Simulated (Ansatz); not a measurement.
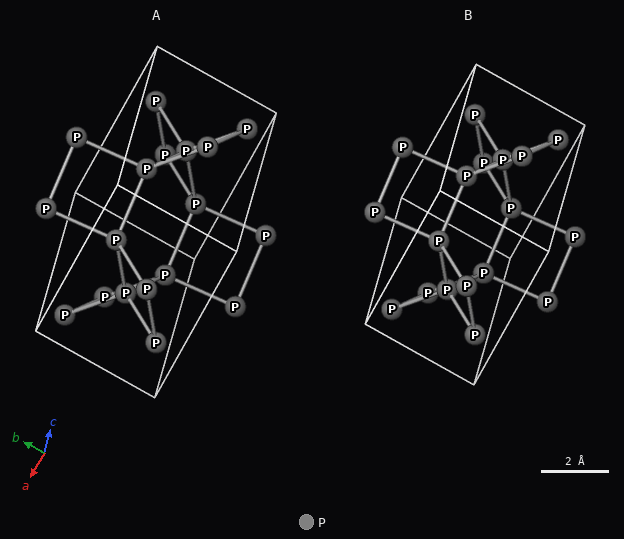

Two geometries of solid P (a generated structure, set up in Im-3m) (coarse preliminary run), drawn at one scale. One is the start of a relaxation, the other its converged end. Style: ball-and-stick. Shown: the cell of the calculation, from a free direction.

Computed with Ansatz 0.2.0, DFT PBE, scalar-relativistic, plane waves, PAW. Set-up: plane-wave cutoff 420 eV; k-point mesh 4 × 4 × 4; occupations gaussian; smearing width 0.1 eV; no spin polarisation; cell and atoms relaxed; force threshold 0.04 eV/Å; at most 70 steps.

Which of the two is the end point?

Structure A is the relaxed one. The energy falls by 231 meV per atom in 4 accepted moves (5 points after the start). All forces vanish by symmetry, so only the cell relaxes. Pressure: 14.84 GPa at the start and 0.21 GPa at the end. The SCF was repeated once at an unchanged geometry on a basis and grid sized afresh for the cell, which shifted the energy by 6.6 meV per atom at most. No atom moves by more than 0.005 Å relative to the cell. Cell: a = b = c 5.242 → 5.746 Å (+9.6 %). Volume +31.7 %. Some distances before and after: P–P 2.140 → 2.346 Å. The space group stays Im-3m (No. 229). Cost: 5.1 s on 1 thread of Intel(R) Xeon(R) 6975P-C (Granite Rapids) (shared host), peak memory 0.43 GiB.
